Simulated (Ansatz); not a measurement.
# How many bands does the GW gap of MgO (Periclase) need?, part 2 of 2

How do accuracy and time trade against each other in G0W0 on MgO (Periclase)?

Ansatz 0.2.0; G0W0 on PBE, plane waves, PAW. Known limits of the many-body steps: not at the basis limit; coarse k mesh.

So far. Step 4 (120 empty bands, screening to 200 eV): Against the run with 6×6×6 mesh, 55 empty bands, screening to 120 eV, the gap moves by +0.20 eV. Step 5 (Changing the k mesh: 4×4×4 mesh, 55 empty bands …): Against the run with 6×6×6 mesh, 55 empty bands, screening to 120 eV, the gap moves by −0.016 eV.

The database entry behind the starting cell differs from later determinations by our own check (about 0.1 % long), so it need not match the best structure at ambient conditions.

## (6) Changing the frequency model: 6×6×6 mesh, 55 empty bands, screening to 120 eV, plasmon pole

A plasmon pole stands in for the full frequency dependence of the screening; this run shows what that costs in accuracy.

The input, input.yaml:

```yaml
crystal:
  lattice:
    - [0.0, 2.1085, 2.1085]
    - [2.1085, 0.0, 2.1085]
    - [2.1085, 2.1085, 0.0]
  atoms:
    - { symbol: Mg, position: [0.0, 0.0, 0.0] }
    - { symbol: O, position: [0.5, 0.5, 0.5] }
kpoints:
  mp_grid: { grid: [6, 6, 6] }
hamiltonian:
  xc: pbe
scf:
  occupations: { method: fixed }
gw:
  n_empty_bands: 55
  ecut_chi: 120
  qp_bands: [v2, c2]
  qp_kpoints: band_edges
  screening: { model: godby_needs }
```

Run with:

```console
> ansatz run input.yaml --threads 3 --pin off --max-ram 92160MiB --backend cuda --events-out ev --progress --plain --runs-dir out --devices 1 --max-vram 13GiB  # rebuilt from the run's record
```

Numbers of over 12 decimals in the logs are rounded to 6 here.

The log of the run:

```text
GPUs: using 1 of 1 available (devices: 1).
[...]
GPU FFT provider: cuFFT
GPU libraries: cuBLAS 13.8.2, cuFFT 12.4.0, cuSOLVER 12.3.4
Crystal: 2 atoms, lattice volume = 18.748 Å³
Basis set: ecut = 420 eV, 339 PW (Γ)
Bands: 12, of which v1, the nominal top of the filled ones, is band 8 counted from 1 (7 counted from 0)
Symmetry: 48 space group operations
[...]
k-points: 16 of 216
[...]
1    10     21.5566    -4.5360    -4.6916   -10.3646  0.8538    22.6964    22.6936  root
[...]
12     7      6.7586   -25.4740     4.4962   -19.4822  0.8071     5.2523     5.2628  root
    12     8      6.7586   -25.4740     4.4962   -19.4822  0.8071     5.2523     5.2628  root
    12     9     17.2342    -3.8722    -4.1676    -8.8663  0.8700    18.0634    18.0607  root
    12    10     18.0452    -7.2596    -4.4261   -12.9721  0.8644    19.3344    19.3316  root
[key lines of the parts left out:]
SCF converged after 6 iterations
Free energy (F): -2494.132437 eV
Fermi energy:    8.092087 eV
```

Elapsed: 7.5 s, on 1 × NVIDIA H100 80GB HBM3 (shared by 6 runs) with 3 threads of AMD EPYC 7R13 (Zen 3), shared host; peak memory 0.93 GiB.

Numbers from this step:

| Quantity | Value |
| --- | --- |
| bands summed | 63 |
| plasmon-pole fit frequency | 34.30 eV |
| RPA ε∞ on this mesh (eigenvalues) | 3.068, 3.068, 3.068 |
| plane waves in the screening matrix | 59 |
| G0W0 gap on the mesh | 7.019 eV |
| k of the valence top | 0, 0, 0 |
| k of the conduction bottom | 0, 0, 0 |
| starting gap on the mesh | 4.709 eV |
| least direct G0W0 gap on the computed points | 7.019 eV |

Against the run with 6×6×6 mesh, 55 empty bands, screening to 120 eV, the gap moves by +0.003 eV.

## (7) Changing the files: 6×6×6 mesh, 55 empty bands, screening to 120 eV, hard PAW files

Other atomic data (hard PAW) test the pseudisation: the cutoff goes from 420 to 930 eV, with the same valence electrons.

input.yaml: that of step 6 with these lines changed.

```diff
@@ -12,2 +12,3 @@
   xc: pbe
+  pseudopotentials: { kind: paw, source: ansatz }
 scf:
@@ -19,2 +20,2 @@
   qp_kpoints: band_edges
-  screening: { model: godby_needs }
+  screening: { model: contour_deformation }
```

The log of the run:

```text
GPUs: using 1 of 1 available (devices: 1).
[...]
GPU FFT provider: cuFFT
GPU libraries: cuBLAS 13.8.2, cuFFT 12.4.0, cuSOLVER 12.3.4
Crystal: 2 atoms, lattice volume = 18.748 Å³
Basis set: ecut = 930 eV, 1243 PW (Γ)
Bands: 12, of which v1, the nominal top of the filled ones, is band 8 counted from 1 (7 counted from 0)
Symmetry: 48 space group operations
[...]
k-points: 16 of 216
[...]
1    10     21.4913    -4.5354    -4.7686   -10.3884  0.8309    22.5879    22.5757  root
[...]
12     7      6.6949   -25.4766     4.5197   -19.4871  0.7861     5.2017     5.2251  root
    12     8      6.6949   -25.4766     4.5197   -19.4871  0.7861     5.2017     5.2251  root
    12     9     17.1616    -3.8604    -4.1797    -8.8749  0.8567    18.0011    17.9964  root
    12    10     17.9824    -7.1505    -4.4220   -12.8345  0.8531    19.2559    19.2444  root
[key lines of the parts left out:]
SCF converged after 6 iterations
Free energy (F): -2494.166872 eV
Fermi energy:    8.029494 eV
```

It took 8.7 s on 1 × NVIDIA H100 80GB HBM3 (shared by 6 runs) with 3 threads; peak memory 0.99 GiB.

This step gave:

```
bands summed                                 : 63
RPA ε∞ on this mesh (eigenvalues)            : 3.069, 3.069, 3.069
plane waves in the screening matrix          : 59
G0W0 gap on the mesh                         : 7.023 eV
k of the valence top                         : 0, 0, 0
k of the conduction bottom                   : 0, 0, 0
starting gap on the mesh                     : 4.705 eV
least direct G0W0 gap on the computed points : 7.023 eV
```

Against the run with 6×6×6 mesh, 55 empty bands, screening to 120 eV, the gap moves by +0.006 eV.

## (8) Convergence and cost

Times are wall times on 1 × NVIDIA H100 80GB HBM3 (shared by 6 runs) with 3 threads of AMD EPYC 7R13 (Zen 3), shared host, good to a factor of about two.

```tsv
mesh	files	frequency	bands summed	cutoff (eV)	start (eV)	G0W0 (eV)	time	host memory (GiB)
6×6×6	default PAW	contour deformation	27	60	4.709	6.801	9.2 s	0.96
6×6×6	default PAW	contour deformation	63	120	4.709	7.016	8.6 s	0.97
6×6×6	default PAW	contour deformation	128	200	4.709	7.215	9.9 s	1.0
4×4×4	default PAW	contour deformation	63	120	4.701	7.001	3.3 s	0.96
6×6×6	default PAW	plasmon pole	63	120	4.709	7.019	7.5 s	0.93
6×6×6	hard PAW	contour deformation	63	120	4.705	7.023	8.7 s	0.99
```

How the two edges are built up, in eV (the quasiparticle level is the starting level plus Σx plus Σc less Vxc):

```tsv
run	edge	start	Σx	Σc	Vxc	Z	QP
27 bands	valence top	8.09	-26.43	4.65	-20.91	0.80	7.23
27 bands	conduction bottom	12.80	-10.03	-3.51	-14.77	0.85	14.03
63 bands	valence top	8.09	-26.43	4.31	-20.91	0.79	6.88
63 bands	conduction bottom	12.80	-10.03	-3.64	-14.77	0.85	13.90
128 bands	valence top	8.09	-26.43	4.03	-20.91	0.79	6.61
128 bands	conduction bottom	12.80	-10.03	-3.72	-14.77	0.84	13.82
```

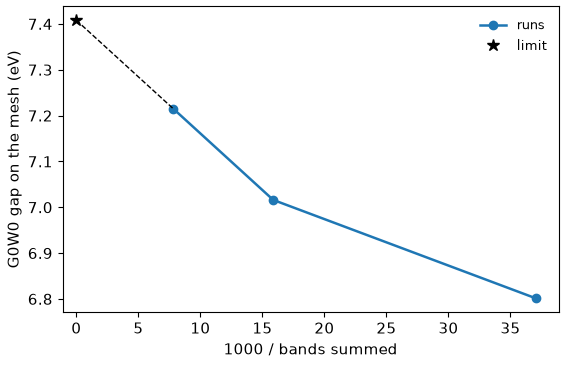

The gap against one over the number of bands; the dashed line carries the two highest rungs to the limit.

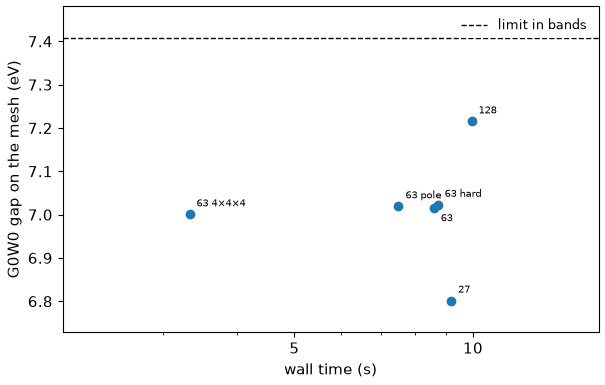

Result against wall time.

## (9) Summary of results

| Item | Value |
| --- | --- |
| 27 bands, 60 eV | 6.801 eV |
| 63 bands, 120 eV | 7.016 eV |
| 128 bands, 200 eV | 7.215 eV |
| estimated limit in bands and cutoff | 7.41 eV |
| mesh and start | 6×6×6, PBE |

In words: A line in one over the bands through the two highest rungs gives 7.41 eV, +0.19 eV from the top rung; the pair below gives 7.18 eV, so the estimate is still climbing. The rungs stand 0.61 eV (27 bands), 0.39 eV (63 bands) and 0.19 eV (128 bands) from it. From 27 to 128 bands the gap moves by +0.41 eV. Σc changes by −0.62 eV at the valence top and −0.21 eV at the conduction bottom, so the valence edge carries most of the change. On the 4×4×4 mesh in place of 6×6×6 the gap differs by −0.02 eV, of which −0.01 eV is already in the start. The plasmon-pole model gives +0.003 eV against contour deformation, 0 % of the correction. Hard PAW files move the gap by +0.01 eV at equal bands and cutoff, −0.004 eV of it in the start.

[Paths, hosts, dates, memory and timing lines, banners, echoed tables and standing remarks are left out of the program output.]

[Logs are printed without paths, hosts, clocks, repeated set-up lines and the standing remarks that a program may print on its own settings, such as how far it seeks lower states.]

[Runs of the session that timed out or met a known fault of the program may be left out.]

[Cells called generated may have been cut or substituted from an entry of the Crystallography Open Database or the Materials Project.]

[Hosts, paths, dates, database ids (printed as entryN), source tags and the programs' standing remarks are cut or masked in the printed files.]
